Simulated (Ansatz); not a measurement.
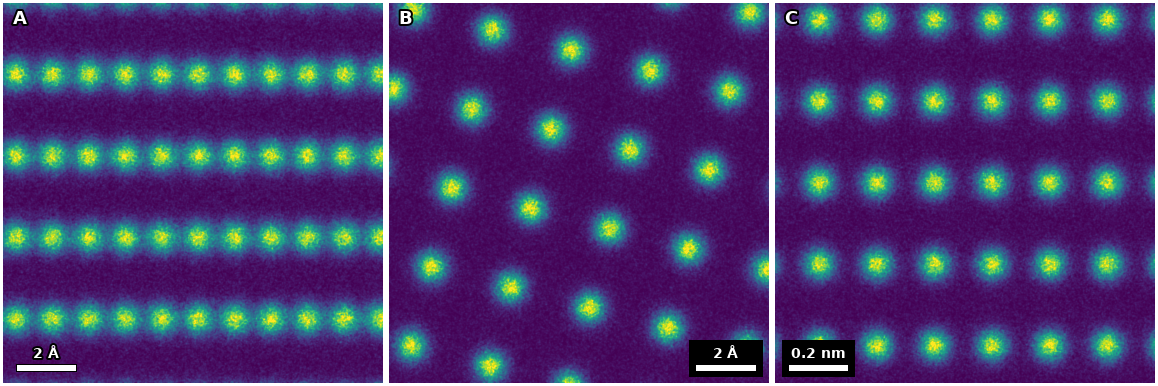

Three views of Al (Pm-3m, No. 221) along different zone axes. Simulated incoherent Z contrast: every atom adds Z^1.7 spread by a probe of 0.81 Å full width; channelling and multiple scattering are left out. The probe carries 15 % of its weight in a tail 2.5 times as wide. Shot noise was added. Structure used: coordinates from a relaxation with DFT, BLYP, plane waves (420 eV) with PAW, scalar-relativistic in Ansatz; the starting structure was generated, so it need not be a known form of this composition.

Space group Pm-3m (No. 221). a = 2.788 Å, b = 2.788 Å, c = 2.788 Å, α = 90.00°, β = 90.00°, γ = 90.00°
| atom | site | symmetry | x | y | z |
| --- | --- | --- | --- | --- | --- |
| Al | 1a | m-3m | 0.0000 | 0.0000 | 0.0000 |

Match the panels to the zone axes [001], [110] and [210].

Answer. A is [210]: projected cell 1.25 × 2.79 Å, 90°, plane group p2mm. B is [001]: projected cell 2.79 × 2.79 Å, 90°, plane group p4mm. C is [110]: projected cell 1.97 × 2.79 Å, 90°, plane group p2mm.
